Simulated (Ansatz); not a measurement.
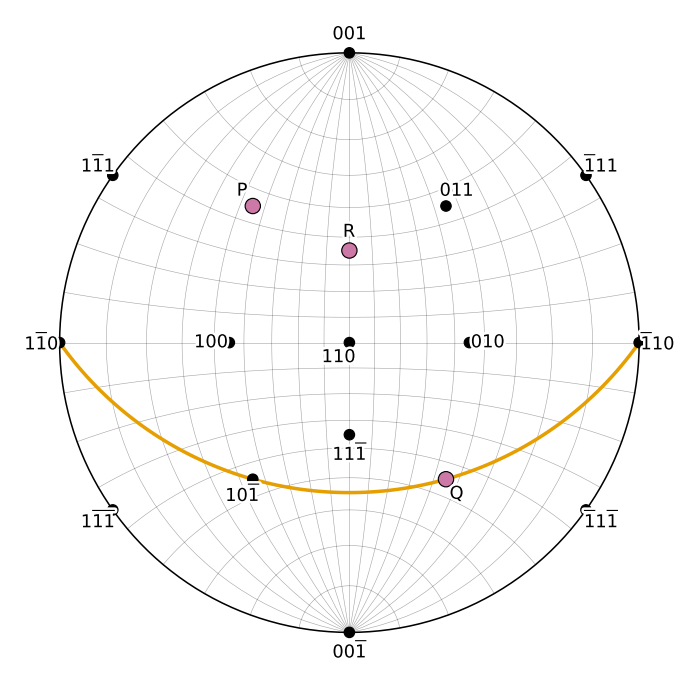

For Ta, coordinates from a relaxation with Ansatz 0.2.0, DFT, PBEsol, plane waves (420 eV) with PAW, scalar-relativistic; the starting structure was generated, so it need not be a known form of this composition: stereographic projection of plane normals (upper hemisphere) centred on (1 1 0). Symmetry computed with spglib at a tolerance of 0.002 Å; standard conventional cell.

a = 5.252 Å, b = 5.252 Å, c = 5.252 Å, α = 90.00°, β = 90.00°, γ = 90.00°.

### Index the poles marked P, Q, R.

P is (1 0 1), 60.0° from the centre; Q is (0 1 −1), 60.0° from the centre; R is (1 1 1), 35.3° from the centre.

### Which zone does the coloured great circle trace?

The zone [1 1 1]: its poles satisfy h + k + l = 0.

### What is the angle between the normals of (0 0 −1) and (0 1 1), and what are their d_hkl = 1/|g|?

135.0°; d = 5.252 Å and 3.713 Å.
